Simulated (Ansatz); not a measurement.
**Band-structure calculation of NiSi**

System: NiSi (8 atoms in the cell).
Method: DFT PBE, scalar-relativistic, plane waves, PAW, no spin polarisation (Ansatz 0.2.0).

The structure derives from an entry of the Crystallography Open Database.

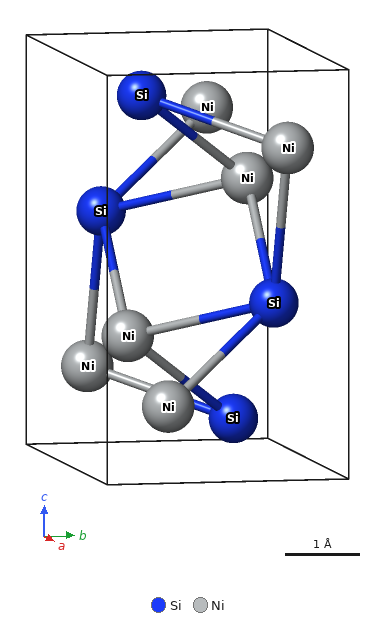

The input geometry (ball-and-stick view of the cell of the calculation, seen slightly off an axis). Near neighbours in the crystal (not all of them lie inside the picture): Si has 6 Ni at 2.29 to 2.41 Å; Ni has 6 Si at 2.29 to 2.41 Å.

### Input file
```yaml
crystal:
  lattice:
    - [5.1540864041, 0.0, 0.0]
    - [0.0, 3.3754899928, 0.0]
    - [0.0, 0.0, 5.6197139777]
  atoms:
    - { symbol: Si, position: [0.3212470394, 0.75, 0.0840781295] }
    - { symbol: Si, position: [0.1787529606, 0.25, 0.5840781295] }
    - { symbol: Si, position: [0.8212470394, 0.75, 0.4159218705] }
    - { symbol: Si, position: [0.6787529606, 0.25, 0.9159218705] }
    - { symbol: Ni, position: [0.0082175806, 0.25, 0.1884869325] }
    - { symbol: Ni, position: [0.4917824194, 0.75, 0.6884869325] }
    - { symbol: Ni, position: [0.5082175806, 0.25, 0.3115130675] }
    - { symbol: Ni, position: [0.9917824194, 0.75, 0.8115130675] }
basis:
  ecutwfc: 420
kpoints:
  mp_grid: { grid: [8, 10, 6] }
  band_path:
    path:
      - [[0.0, 0.0, 0.0], [0.5, 0.0, 0.0], [0.5, 0.5, 0.0], [0.0, 0.5, 0.0], [0.0, 0.0, 0.0], [0.0, 0.0, 0.5], [0.5, 0.0, 0.5], [0.5, 0.5, 0.5], [0.0, 0.5, 0.5], [0.0, 0.0, 0.5]]
      - [[0.5, 0.0, 0.0], [0.5, 0.0, 0.5]]
      - [[0.0, 0.5, 0.0], [0.0, 0.5, 0.5]]
      - [[0.5, 0.5, 0.0], [0.5, 0.5, 0.5]]
    npoints: 14
hamiltonian:
  xc: pbe
scf:
  occupations: { method: gaussian, width: 0.1 }
  n_extra_bands: 20
output:
  forces: true
  stress: true
  eigenvalues: true
  populations: true
  dos: { projected: true, de: 0.02, nscf_kmesh: { grid: [12, 15, 9] } }
  bader: true
```

Command:
```bash
ansatz run input.yaml --threads 2 --pin off --max-ram 5120MiB --backend cpu --events-out ev --progress --plain --runs-dir out
```

### Log
```
scf.n_extra_bands = 20 over 44 filled bands (N_el = 88.0): the run solves 64 bands
Engine: ansatz 0.2.0, x86_64-unknown-linux-gnu
Pseudopotentials: kind: paw
Pseudopotential: Si, paw, valence charge 4, recommended cutoff 420 eV (normal), Si.paw.azcp
Pseudopotential: Ni, paw, valence charge 18, recommended cutoff 420 eV (normal), Ni.paw.azcp
Functional definition: PBE
  parameter kappa = 0.804
  parameter beta = 0.06672455060314922
  exchange = pbe_x(kappa = kappa, mu = beta*pi^2/3)
  correlation = pbe_c(beta = beta)
Crystal: 8 atoms, lattice volume = 97.769 Å³
Basis set: ecut = 420 eV, 1913 PW (Γ), exchange–correlation on 72×48×80 points (8 copies of the dense FFT grid, shifted against one another)
Bands: 64, of which v1, the nominal top of the filled ones, is band 44 counted from 1 (43 counted from 0)
Symmetry: 8 space group operations
Space group: Pnma (ITA 62), of the structure as read, at distance tolerance 4.6e-5 Å
k-points: 120 of 480
Non-local potential: Si, projectors of the file, l = 0: 2, l = 1: 2, l = 2: 2
Non-local potential: Ni, projectors of the file, l = 0: 3, l = 1: 2, l = 2: 3, l = 3: 1
PAW form: soft (Blöchl's): semilocal exchange-correlation on the pseudo side does not see the compensation charge
PAW one-centre angular grid: Si, 110 points (default); XC on 64 Gauss nodes
PAW one-centre angular grid: Ni, 590 points (default); XC on 64 Gauss nodes
Initial density: superposition of atomic densities (neutral atoms: chi_scale 0, normalization atom), corrected by the library's trained network
Initial wavefunctions: pseudopotential atomic-orbital guess
Functional: x = pbe(κ = 0.804, μ = 0.2195149727645171), c = pbe(β = 0.06672455060314922)
SCF iter   1: F=—  HF=-25906.161587 eV  |F-HF|=—  |Δ(HF+E_count)|=         —  Δρ=3.34e-3  dr2=2.56e-3  ethr=1.77e-3  ⟨swp⟩=5.1  Hψ=29513  notcnv=0  defer=785
preconditioner: auto → Kerker (q_TF=auto, 2.681 Å⁻¹)  [metal: Δε(μ)=0.022 eV  Ē_g=10.301 eV  σ=0.100 eV  W_gap=0.12  n_scr=34 (ndim 8)  ℏωp=28.1 eV  f_vac=0.000  D(μ)=1.60/eV (n_scr^D=8)]
SCF iter   2: F=—  HF=-25906.161931 eV  |F-HF|=—  |Δ(HF+E_count)|=   3.44e-4  Δρ=1.93e-3  dr2=1.35e-3  ethr=2.90e-6  ⟨swp⟩=2.0  Hψ=13885  notcnv=0  defer=916
SCF iter   3: F=—  HF=-25906.162056 eV  |F-HF|=—  |Δ(HF+E_count)|=   1.25e-4  Δρ=6.07e-4  dr2=2.00e-4  ethr=1.54e-6  ⟨swp⟩=2.4  Hψ=9078  notcnv=0  defer=916
SCF iter   4: F=—  HF=-25906.162037 eV  |F-HF|=—  |Δ(HF+E_count)|=   1.93e-5  Δρ=1.74e-4  dr2=2.31e-5  ethr=2.27e-7  ⟨swp⟩=2.2  Hψ=8683  notcnv=0  defer=916
SCF iter   5: F=—  HF=-25906.162033 eV  |F-HF|=—  |Δ(HF+E_count)|=   3.80e-6  Δρ=6.69e-5  dr2=3.55e-6  ethr=2.62e-8  ⟨swp⟩=2.5  Hψ=9648  notcnv=0  defer=916
SCF iter   6: F=-25906.162032 eV  HF=-25906.162033 eV  |F-HF|=9.86e-9  |Δ(HF+E_count)|=   5.14e-7  Δρ=7.58e-6  dr2=4.25e-8  ethr=1.14e-10  ⟨swp⟩=10.3  Hψ=41894  notcnv=0
SCF 1 converged in 6 iterations: F = -25906.162032 eV  dr2 = 4.25e-8
  greatest PAW one-centre occupation: 1.000 electrons in one spin orbital (limit 2), on the Ni atom at site 6 (counted from 0), in its partial waves of l = 1
```

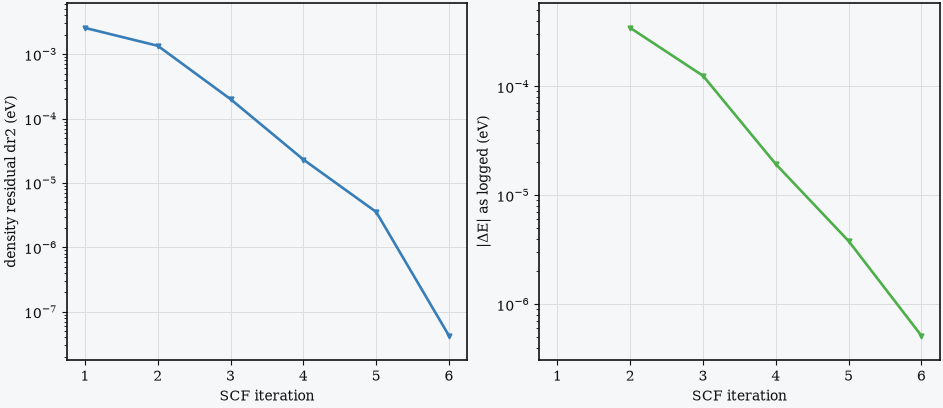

Convergence of the self-consistent field: density residual dr2 and size of the energy change against the SCF iteration. The residual falls at every step.

```
NSCF: frozen V_eff on 172 k-points
NSCF: frozen V_eff on 280 k-points
SCF converged after 6 iterations
Free energy (F): -25906.162032 eV
Harris-Foulkes:  -25906.162033 eV  (|F-HF|=9.86e-9)
Internal energy: -25906.154107 eV  (E = F + TS)
E sigma→0 (E₀):  -25906.158070 eV
Entropy (-TS):   -0.007926 eV (-0.991 meV/atom)
Fermi energy:    14.547636 eV
--- Per-component energies (eV) ---
  E_band       = -1316.118851
  E_kinetic    = 1308.940127
  E_local      = -17898.015610  (includes V_loc(G=0)·N_el)
  E_nonlocal   = 2636.293581
  E_hartree    = 7691.468595
  E_xc         = -568.773493
  E_vxc        = -636.422181  (∫ρ·V_xc dr)
  E_paw        = -8568.495313  (= ΣΔE_a)
  E_vpaw       = -2109.857311  (= ΣTr[D̂ρ^β])
  E_aug_tail   = 0.002201  (compensation charges beyond the density's cutoff)
  E_ewald      = -10507.574194
  E_smearing   = -0.007926  (= −TS)
  E_closure    = -0.000000  (closes the sum)
  Σ components = -25906.162032   (vs F -25906.162032, Δ=0.00e0)
--- Forces (eV/Å), atoms counted from 1 ---
  atom   1  Si     0.00041650     0.00000000     0.00061760
  atom   2  Si    -0.00041650    -0.00000000     0.00061760
  atom   3  Si     0.00041650     0.00000000    -0.00061760
  atom   4  Si    -0.00041650    -0.00000000    -0.00061760
  atom   5  Ni     0.00254652     0.00000000     0.00044002
  atom   6  Ni    -0.00254652     0.00000000     0.00044002
  atom   7  Ni     0.00254652    -0.00000000    -0.00044002
  atom   8  Ni    -0.00254652    -0.00000000    -0.00044002
  max |Σ_I F_I| component: 1.04e-17 eV/Å
--- Stress (GPa, compression-positive) ---
        0.006055       0.000000      -0.000000
        0.000000      -0.002376      -0.000000
       -0.000000      -0.000000       0.008373
  P = ⅓ Tr σ = 0.0040 GPa (0.040 kbar)
--- Band table (eV; the first three rows and the last of 120) ---
  k-point 0: bands = ["-89.3508", "-89.3473", "-89.3464", "-89.3430", "-49.8108", "-49.8064", "-49.7888", "-49.7813", "-49.7506", "-49.7504", "-49.7326", "-49.7276", "-49.7175", "-49.7125", "-49.7057", "-49.7025", "1.5943", "4.9308", "6.1971", "6.7846", "8.0573", "8.5493", "10.2053", "10.5698", "10.6545", "10.7122", "10.7329", "10.7549", "10.9681", "11.2584", "11.4732", "11.5831", "11.7648", "11.9287", "12.1764", "12.2450", "12.3447", "12.4234", "12.4772", "12.6256", "12.7186", "13.3969", "13.4144", "13.6157", "15.1619", "15.7922", "17.8397", "18.3625", "18.5685", "19.0654", "19.3481", "20.5445", "20.8066", "21.2099", "21.3299", "21.4494", "22.8916", "23.4948", "24.2862", "24.3823", "24.6434", "25.2595", "25.3245", "25.4269"]
  k-point 1: bands = ["-89.3507", "-89.3480", "-89.3458", "-89.3432", "-49.8105", "-49.8067", "-49.7883", "-49.7818", "-49.7506", "-49.7504", "-49.7324", "-49.7281", "-49.7171", "-49.7128", "-49.7054", "-49.7027", "1.7198", "4.3761", "6.5739", "6.8430", "7.9819", "8.9275", "9.8288", "10.5083", "10.5794", "10.6123", "10.6821", "10.9739", "10.9921", "11.3107", "11.4821", "11.5287", "11.8669", "11.9896", "12.1573", "12.1797", "12.1833", "12.3979", "12.4126", "12.6141", "12.9235", "13.2762", "13.6138", "13.8041", "15.3618", "16.1340", "17.3006", "18.4468", "18.6349", "18.7482", "18.9480", "20.5414", "20.9739", "21.3092", "21.3408", "21.5925", "23.2408", "23.2455", "23.5187", "23.8444", "23.9816", "25.0807", "25.5447", "25.7530"]
  k-point 2: bands = ["-89.3503", "-89.3489", "-89.3449", "-89.3435", "-49.8097", "-49.8075", "-49.7869", "-49.7832", "-49.7506", "-49.7505", "-49.7316", "-49.7292", "-49.7159", "-49.7135", "-49.7048", "-49.7033", "2.0918", "3.4888", "7.0028", "7.0702", "7.8674", "8.9665", "9.6713", "10.3471", "10.6422", "10.7168", "10.7486", "10.9801", "11.2056", "11.4326", "11.4432", "11.5413", "11.7760", "11.7956", "11.9978", "12.0333", "12.2065", "12.4297", "12.5716", "12.5978", "12.9895", "13.1543", "13.7528", "14.5651", "15.2670", "16.3985", "16.9266", "17.8451", "18.5945", "18.8352", "19.4086", "20.4809", "20.7740", "20.8336", "21.3781", "21.5809", "22.2888", "22.9279", "23.3257", "23.4949", "24.2079", "24.3188", "25.7683", "26.4284"]
  k-point 119: bands = ["-89.3468", "-89.3468", "-89.3468", "-89.3468", "-49.7982", "-49.7982", "-49.7982", "-49.7982", "-49.7290", "-49.7290", "-49.7290", "-49.7290", "-49.7220", "-49.7220", "-49.7220", "-49.7220", "5.9576", "5.9576", "5.9576", "5.9576", "8.0781", "8.0781", "8.0781", "8.0781", "10.8903", "10.8903", "10.8903", "10.8903", "11.2957", "11.2957", "11.2957", "11.2957", "11.9927", "11.9927", "11.9927", "11.9927", "12.4029", "12.4029", "12.4029", "12.4029", "12.6886", "12.6886", "12.6886", "12.6886", "17.0432", "17.0432", "17.0432", "17.0432", "18.0170", "18.0170", "18.0170", "18.0170", "20.4735", "20.4735", "20.4735", "20.4735", "21.1301", "21.1301", "21.1301", "21.1301", "26.6696", "26.6696", "26.6696", "26.6696"]
--- Löwdin populations: 8 sites ---
  site symbol       q [e]
     0     Si      4.2594
     1     Si      4.2594
     2     Si      4.2594
     3     Si      4.2594
     4     Ni     17.4940
     5     Ni     17.4940
     6     Ni     17.4940
     7     Ni     17.4940
  spilling = 0.011210 (of n_electrons = 88.000000)
--- Bader charges: 8 sites ---
  site symbol  charge [e]  shift [e]
     0     Si      0.4429     0.0085
     1     Si      0.4429     0.0085
     2     Si      0.4429     0.0085
     3     Si      0.4429     0.0085
     4     Ni     -0.4429     0.0085
     5     Ni     -0.4429     0.0085
     6     Ni     -0.4429     0.0085
     7     Ni     -0.4429     0.0085
  estimated error of the sums over rays = 8.2e-4 e
```

### File bader_charges.tsv
```
# site	symbol	x_ang	y_ang	z_ang	partial_charge_e	electrons	volume_ang3	relative_density_drop	shared_charge_e	partial_wave_shift_e
# quadrature_error_electrons = 8.2e-4
0	Si	1.6557	2.5316	0.4725	0.44292	13.55708	12.26	-	0.44292	0.00848
1	Si	0.9213	0.8439	3.2824	0.44289	13.55711	12.26	-	0.44289	0.00848
2	Si	4.2328	2.5316	2.3374	0.44292	13.55708	12.26	-	0.44292	0.00848
3	Si	3.4984	0.8439	5.1472	0.44291	13.55709	12.26	-	0.44291	0.00848
4	Ni	0.0424	0.8439	1.0592	-0.44291	28.44291	12.19	-	-0.44291	0.00848
5	Ni	2.5347	2.5316	3.8691	-0.44290	28.44290	12.19	-	-0.44290	0.00848
6	Ni	2.6194	0.8439	1.7506	-0.44292	28.44292	12.19	-	-0.44292	0.00848
7	Ni	5.1117	2.5316	4.5605	-0.44291	28.44291	12.19	-	-0.44291	0.00848
```

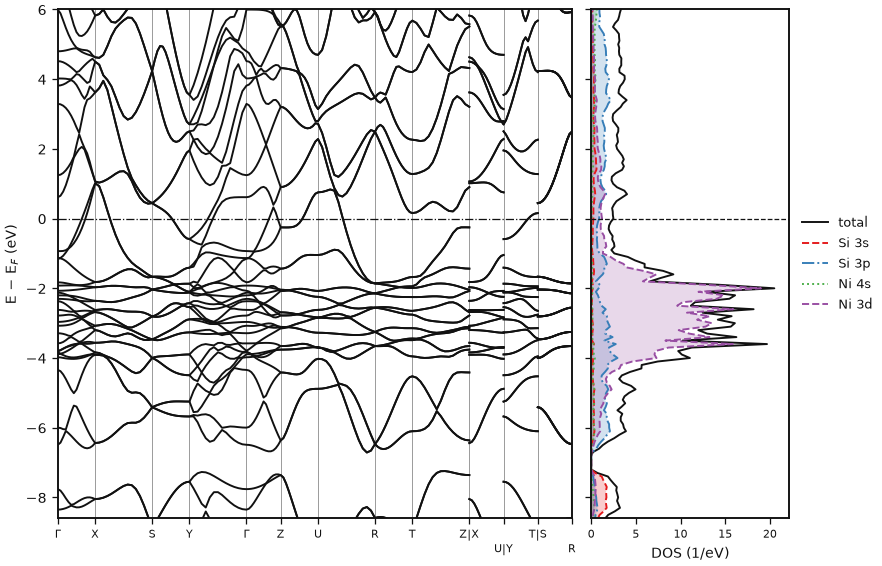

Band structure along Γ–X–S–Y–Γ–Z–U–R–T–Z|X–U|Y–T|S–R and density of states (projected on Löwdin-orthogonalised atomic shells), with energies from the Fermi level. Bands cross the Fermi level: a metal at this level of theory.

### Summary

| quantity | value |
| --- | --- |
| outcome | converged |
| space group (tolerance 0.01 Å) | Pnma (62) |
| electrons treated | 88 |
| free energy | −25906.1620 eV |
| Fermi energy | 14.548 eV |
| gap on the k-point mesh | none (metallic) |
| pressure | 0.00 GPa |
| largest force (length of the vector) | 0.003 eV/Å |
| hardware | 2 threads of Intel Xeon (Sapphire Rapids), 64 GiB of memory available, shared host |
| wall time | 100 s (CPU time 3.3 min) |
| peak memory | 1.2 GiB |

The run has no spin polarisation, so a magnetic state may lie lower.
